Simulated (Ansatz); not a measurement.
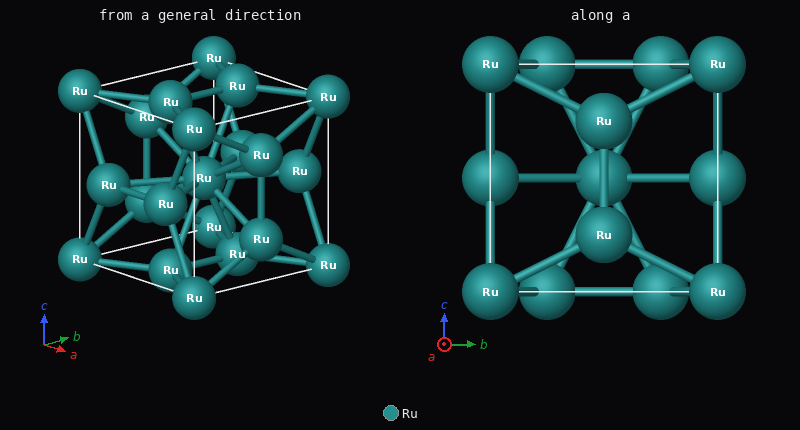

Structure drawing (ball-and-stick), viewed from a general direction and along the a axis. The wireframe shows the conventional unit cell.

Cell constants: a = 4.790 Å, b = 4.790 Å, c = 4.790 Å, α = 90.00°, β = 90.00°, γ = 90.00°.

The composition is Ru.

What is the Hermann-Mauguin symbol of the space group?

Answer. Pm-3n (No. 223), with Ru on 2a and Ru on 6c.

Identify the structure type.

Answer. Β-tungsten (A15) type.

The initial geometry was a textbook structure type filled with this element (whether it is the usual form wasn't checked). This is the structure after a relaxation with DFT PBEsol, scalar-relativistic, plane waves, PAW in Ansatz 0.2.0.
